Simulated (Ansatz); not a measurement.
# Ti3Si: a changed input and its effect

System: Ti3Si (P6₃/mmc, 8 atoms in the cell).
Method of run 1: DFT PBEsol, scalar-relativistic, plane waves, PAW, no spin polarisation (Ansatz 0.2.0).

The structure derives from a Materials Project entry. Text and figures count atoms from 1; the logs count them from 0 in places.

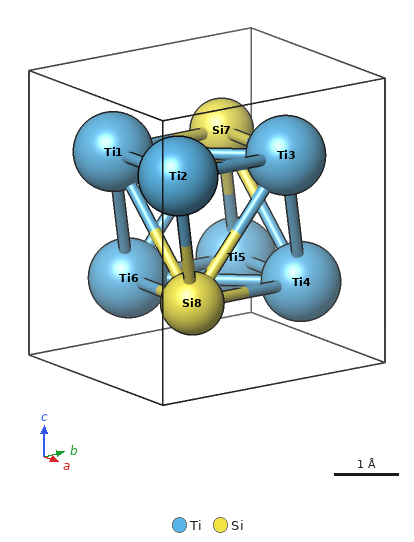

The input geometry (ball-and-stick view of the cell of the calculation, seen slightly off an axis; atoms are numbered from 1 in the order of the input). An atom can appear more than once, as a periodic image.

### Input file, run 1
```yaml
crystal:
  lattice:
    - [5.6313135898, 0.0, 0.0]
    - [-2.8156567949, 4.8768606255, 0.0]
    - [0.0, 0.0, 4.50545247]
  atoms:
    - { symbol: Ti, position: [0.34359996, 0.17179998, 0.75] }
    - { symbol: Ti, position: [0.82820002, 0.17179998, 0.75] }
    - { symbol: Ti, position: [0.82820002, 0.65640004, 0.75] }
    - { symbol: Ti, position: [0.65640004, 0.82820002, 0.25] }
    - { symbol: Ti, position: [0.17179998, 0.82820002, 0.25] }
    - { symbol: Ti, position: [0.17179998, 0.34359996, 0.25] }
    - { symbol: Si, position: [0.33333333, 0.66666667, 0.75] }
    - { symbol: Si, position: [0.66666667, 0.33333333, 0.25] }
basis:
  ecutwfc: 420
kpoints:
  mp_grid: { grid: [6, 6, 8] }
hamiltonian:
  xc: pbesol
scf:
  occupations: { method: gaussian, width: 0.1 }
output:
  forces: true
  stress: true
  eigenvalues: true
  populations: true
  write_density: true
  write_potential: true
  elf: true
  volumetric_format: npy
```

Command:
```bash
ansatz run input.yaml --threads 2 --pin off --max-ram 5120MiB --backend cpu --events-out ev --progress --plain --runs-dir out
```

Hardware: 2 threads of Arm Neoverse V2, 24 GiB of memory available, shared host.

### Output, shortened to warnings, some set-up lines, iterations and results (run 1)
```
Basis set: ecut = 420 eV, 2415 PW (Γ), exchange–correlation on 80×80×64 points (8 copies of the dense FFT grid, shifted against one another)
Symmetry: 24 space group operations
k-points: 35 of 288
Initial density: superposition of atomic densities (neutral atoms: chi_scale 0, normalization atom), corrected by the library's trained network
[...]
SCF iter   1: F=—  HF=-16090.524117 eV  |F-HF|=—  |Δ(HF+E_count)|=         —  Δρ=7.76e-3  dr2=6.06e-2  ethr=1.77e-3  ⟨swp⟩=6.3  Hψ=6713  notcnv=0
SCF iter   2: F=—  HF=-16090.505226 eV  |F-HF|=—  |Δ(HF+E_count)|=   1.89e-2  Δρ=3.47e-3  dr2=1.37e-2  ethr=7.57e-5  ⟨swp⟩=2.3  Hψ=2858  notcnv=0  defer=41
SCF iter   3: F=—  HF=-16090.501375 eV  |F-HF|=—  |Δ(HF+E_count)|=   3.85e-3  Δρ=8.64e-4  dr2=1.37e-3  ethr=1.72e-5  ⟨swp⟩=2.0  Hψ=2066  notcnv=0  defer=41
SCF iter   4: F=—  HF=-16090.501035 eV  |F-HF|=—  |Δ(HF+E_count)|=   3.40e-4  Δρ=1.42e-4  dr2=4.93e-5  ethr=1.71e-6  ⟨swp⟩=2.0  Hψ=2206  notcnv=0  defer=41
SCF iter   5: F=—  HF=-16090.500896 eV  |F-HF|=—  |Δ(HF+E_count)|=   1.39e-4  Δρ=3.57e-5  dr2=1.49e-6  ethr=6.16e-8  ⟨swp⟩=2.0  Hψ=2217  notcnv=0  defer=41
SCF iter   6: F=—  HF=-16090.500896 eV  |F-HF|=—  |Δ(HF+E_count)|=   2.09e-7  Δρ=1.08e-5  dr2=1.62e-7  ethr=1.86e-9  ⟨swp⟩=2.3  Hψ=2486  notcnv=0  defer=41
SCF iter   7: F=-16090.500896 eV  HF=-16090.500896 eV  |F-HF|=5.53e-9  |Δ(HF+E_count)|=   4.79e-8  Δρ=2.41e-6  dr2=8.09e-9  ethr=1.25e-10  ⟨swp⟩=12.4  Hψ=10010  notcnv=0
SCF 1 converged in 7 iterations: F = -16090.500896 eV  dr2 = 8.09e-9
SCF converged after 7 iterations
Free energy (F): -16090.500896 eV
Harris-Foulkes:  -16090.500896 eV  (|F-HF|=5.53e-9)
Internal energy: -16090.465578 eV  (E = F + TS)
E sigma→0 (E₀):  -16090.483237 eV
Entropy (-TS):   -0.035317 eV (-4.415 meV/atom)
Fermi energy:    13.729737 eV
--- Per-component energies (eV) ---
  E_band       = -846.751933
  E_kinetic    = 1726.538036
  E_local      = -5197.399515  (includes V_loc(G=0)·N_el)
  E_nonlocal   = 108.001423
  E_hartree    = 2188.690036
  E_xc         = -695.173803
  E_vxc        = -830.248182  (∫ρ·V_xc dr)
  E_paw        = -7134.772217  (= ΣΔE_a)
  E_vpaw       = -1031.018483  (= ΣTr[D̂ρ^β])
  E_aug_tail   = 0.000723  (compensation charges beyond the density's cutoff)
  E_ewald      = -7087.249688
  E_core_change = 0.899427  (= ΣΔE_core)
  E_smearing   = -0.035317  (= −TS)
  E_closure    = 0.000000  (closes the sum)
  Σ components = -16090.500896   (vs F -16090.500896, Δ=0.00e0)
--- Forces (eV/Å), atoms counted from 1 ---
  atom   1  Ti    -0.01657766    -0.00957112     0.00000000
  atom   2  Ti     0.01657766    -0.00957112     0.00000000
  atom   3  Ti    -0.00000000     0.01914224     0.00000000
  atom   4  Ti     0.01657766     0.00957112     0.00000000
  atom   5  Ti    -0.01657766     0.00957112     0.00000000
  atom   6  Ti     0.00000000    -0.01914224     0.00000000
  atom   7  Si    -0.00000000    -0.00000000     0.00000000
  atom   8  Si     0.00000000     0.00000000     0.00000000
  max |Σ_I F_I| component: 6.94e-18 eV/Å
--- Stress (GPa, compression-positive) ---
       -3.310043      -0.000000       0.000000
       -0.000000      -3.310043       0.000000
        0.000000       0.000000      -3.340870
  P = ⅓ Tr σ = -3.3203 GPa (-33.203 kbar)
--- Löwdin populations: 8 sites ---
  site symbol       q [e]
     0     Ti     11.6805
     1     Ti     11.6805
     2     Ti     11.6805
     3     Ti     11.6805
     4     Ti     11.6805
     5     Ti     11.6805
     6     Si      4.5980
     7     Si      4.5980
  spilling = 0.009016 (of n_electrons = 80.000000)
```

The input of run 2 differs as follows (lines with − go, lines with + come):
```diff
-  mp_grid: { grid: [6, 6, 8] }
+  mp_grid: { grid: [6, 6, 4] }
-  populations: true
-  write_density: true
-  write_potential: true
-  elf: true
-  volumetric_format: npy
```

How does run 2 compare with run 1?

The free energy of run 2 is 4.2 meV per atom lower, which measures how much it depends on this numerical setting. The number of SCF iterations is the same. The irreducible k-points go from 35 to 21. On the same kind of shared host run 2 took about 0.45 times as long.

### Output, shortened to warnings, some set-up lines, iterations and results (run 2)
```
Basis set: ecut = 420 eV, 2415 PW (Γ), exchange–correlation on 80×80×64 points (8 copies of the dense FFT grid, shifted against one another)
Symmetry: 24 space group operations
k-points: 21 of 144
Initial density: superposition of atomic densities (neutral atoms: chi_scale 0, normalization atom), corrected by the library's trained network
[...]
SCF iter   1: F=—  HF=-16090.558969 eV  |F-HF|=—  |Δ(HF+E_count)|=         —  Δρ=7.98e-3  dr2=6.54e-2  ethr=1.77e-3  ⟨swp⟩=6.3  Hψ=4009  notcnv=0
SCF iter   2: F=—  HF=-16090.538968 eV  |F-HF|=—  |Δ(HF+E_count)|=   2.00e-2  Δρ=3.58e-3  dr2=1.50e-2  ethr=8.17e-5  ⟨swp⟩=2.2  Hψ=1650  notcnv=0  defer=25
SCF iter   3: F=—  HF=-16090.534685 eV  |F-HF|=—  |Δ(HF+E_count)|=   4.28e-3  Δρ=8.93e-4  dr2=1.55e-3  ethr=1.88e-5  ⟨swp⟩=2.0  Hψ=1240  notcnv=0  defer=25
SCF iter   4: F=—  HF=-16090.534287 eV  |F-HF|=—  |Δ(HF+E_count)|=   3.98e-4  Δρ=1.45e-4  dr2=5.56e-5  ethr=1.93e-6  ⟨swp⟩=2.0  Hψ=1326  notcnv=0  defer=25
SCF iter   5: F=—  HF=-16090.534139 eV  |F-HF|=—  |Δ(HF+E_count)|=   1.48e-4  Δρ=3.75e-5  dr2=1.69e-6  ethr=6.95e-8  ⟨swp⟩=2.0  Hψ=1333  notcnv=0  defer=25
SCF iter   6: F=—  HF=-16090.534139 eV  |F-HF|=—  |Δ(HF+E_count)|=   2.46e-7  Δρ=1.07e-5  dr2=1.62e-7  ethr=2.11e-9  ⟨swp⟩=2.2  Hψ=1367  notcnv=0  defer=25
SCF iter   7: F=-16090.534139 eV  HF=-16090.534139 eV  |F-HF|=6.18e-9  |Δ(HF+E_count)|=   4.84e-8  Δρ=2.57e-6  dr2=9.07e-9  ethr=1.25e-10  ⟨swp⟩=8.8  Hψ=3702  notcnv=0
SCF 1 converged in 7 iterations: F = -16090.534139 eV  dr2 = 9.07e-9
SCF converged after 7 iterations
Free energy (F): -16090.534139 eV
Harris-Foulkes:  -16090.534139 eV  (|F-HF|=6.18e-9)
Internal energy: -16090.494080 eV  (E = F + TS)
E sigma→0 (E₀):  -16090.514109 eV
Entropy (-TS):   -0.040059 eV (-5.007 meV/atom)
Fermi energy:    13.719519 eV
--- Per-component energies (eV) ---
  E_band       = -846.830504
  E_kinetic    = 1726.510501
  E_local      = -5197.345154  (includes V_loc(G=0)·N_el)
  E_nonlocal   = 107.997619
  E_hartree    = 2188.635313
  E_xc         = -695.174913
  E_vxc        = -830.249509  (∫ρ·V_xc dr)
  E_paw        = -7134.767910  (= ΣΔE_a)
  E_vpaw       = -1031.008783  (= ΣTr[D̂ρ^β])
  E_aug_tail   = 0.000723  (compensation charges beyond the density's cutoff)
  E_ewald      = -7087.249688
  E_core_change = 0.899427  (= ΣΔE_core)
  E_smearing   = -0.040059  (= −TS)
  E_closure    = 0.000000  (closes the sum)
  Σ components = -16090.534139   (vs F -16090.534139, Δ=0.00e0)
--- Forces (eV/Å), atoms counted from 1 ---
  atom   1  Ti    -0.00056207    -0.00032451     0.00000000
  atom   2  Ti     0.00056207    -0.00032451     0.00000000
  atom   3  Ti    -0.00000000     0.00064902     0.00000000
  atom   4  Ti     0.00056207     0.00032451     0.00000000
  atom   5  Ti    -0.00056207     0.00032451     0.00000000
  atom   6  Ti     0.00000000    -0.00064902     0.00000000
  atom   7  Si     0.00000000    -0.00000000     0.00000000
  atom   8  Si     0.00000000     0.00000000     0.00000000
  max |Σ_I F_I| component: 3.01e-17 eV/Å
--- Stress (GPa, compression-positive) ---
       -3.212068      -0.000000       0.000000
       -0.000000      -3.212068       0.000000
        0.000000       0.000000      -3.699632
  P = ⅓ Tr σ = -3.3746 GPa (-33.746 kbar)
```

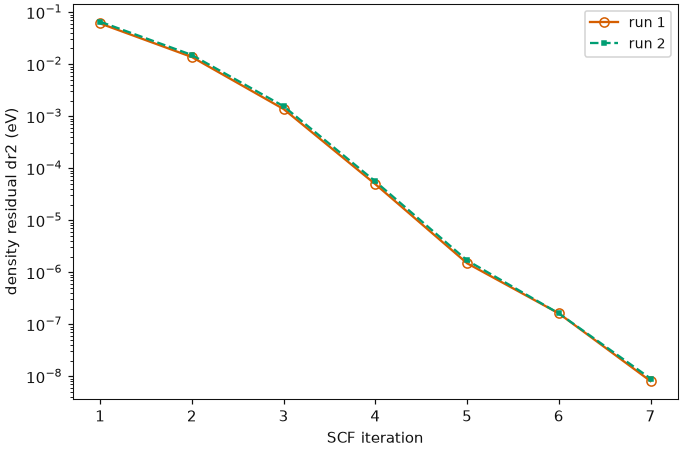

Convergence of the two runs: density residual dr2 against the SCF iteration. Run 1 takes 7 iterations in all, and run 2 takes 7.

### The two runs side by side

| quantity | run 1 | run 2 |
| --- | --- | --- |
| outcome | converged | converged |
| free energy per atom (eV) | −2011.3126 | −2011.3168 |
| energy per atom, smearing taken to zero (eV) | −2011.3104 | −2011.3143 |
| gap on the mesh (eV) | 0.00 | 0.00 |
| pressure (GPa) | −3.32 | −3.37 |
| largest force (eV/Å) | 0.019 | 0.001 |
| SCF iterations | 7 | 7 |
| irreducible k-points | 35 | 21 |
| plane waves at Γ | 2415 | 2415 |
| wall time (shared host) | 7.9 s | 3.5 s |
